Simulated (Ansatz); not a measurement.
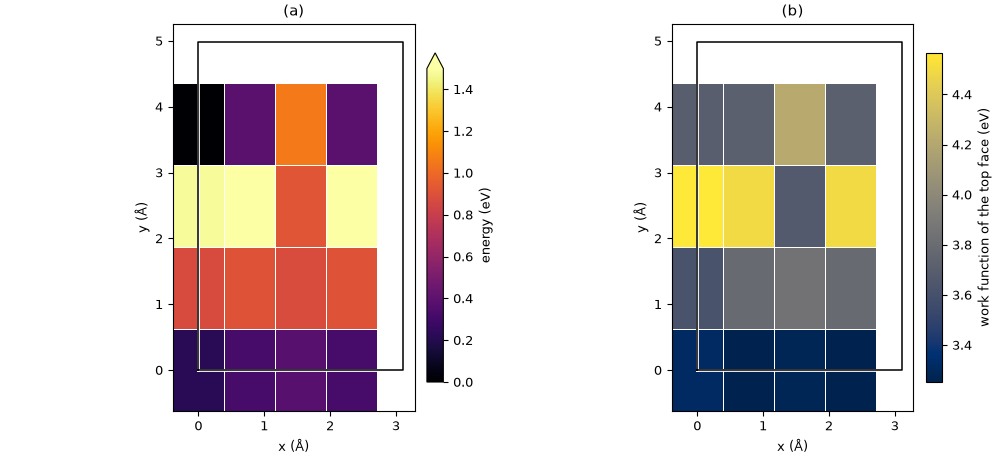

Ni on an AlN(100) slab cut from the P6_3mc phase (24 atoms of substrate and one adsorbate in a 2 × 1 cell). One Ni atom a 2 × 1 cell is placed over a mesh of places on the rigid (1 0 0) surface, and only its height is relaxed. Places are given modulo a cell vector. The map is drawn in real space over the plane of the surface. The grid has 4 × 4 points. Places are given in fractions of the 1 × 1 surface cell. All energies are given in eV relative to the lowest grid point. The relaxed height changes by up to 0.9 Å between neighbouring points. Theory: DFT PBE+D3(BJ), scalar-relativistic, plane waves, PAW (Ansatz).

Panel (a) is the energy and panel (b) the computed work function of the top face on the same grid.

Drawn: one coloured cell a grid point, the outline of one cell of the plane, one colour for all values above the top of the scale.

> How does the work function of the top face vary over the map, and what is it at the lowest grid point?

It runs from 3.25 eV at (1/4, 0/4) of the cell vectors [nearest 1 N at 1.81 Å] to 4.57 eV at (0/4, 2/4) of the cell vectors [nearest 1 Al at 2.64 Å]. At the lowest grid point, (0/4, 3/4) of the cell vectors [nearest 1 N at 1.86 Å], it is 3.70 eV.

```csv
"place along a₂ ↓, place along a₁ →",0/4,1/4,2/4,3/4
3/4,3.70,3.71,4.22,3.71
2/4,4.57,4.49,3.67,4.49
1/4,3.62,3.78,3.84,3.78
0/4,3.31,3.25,3.28,3.25
```
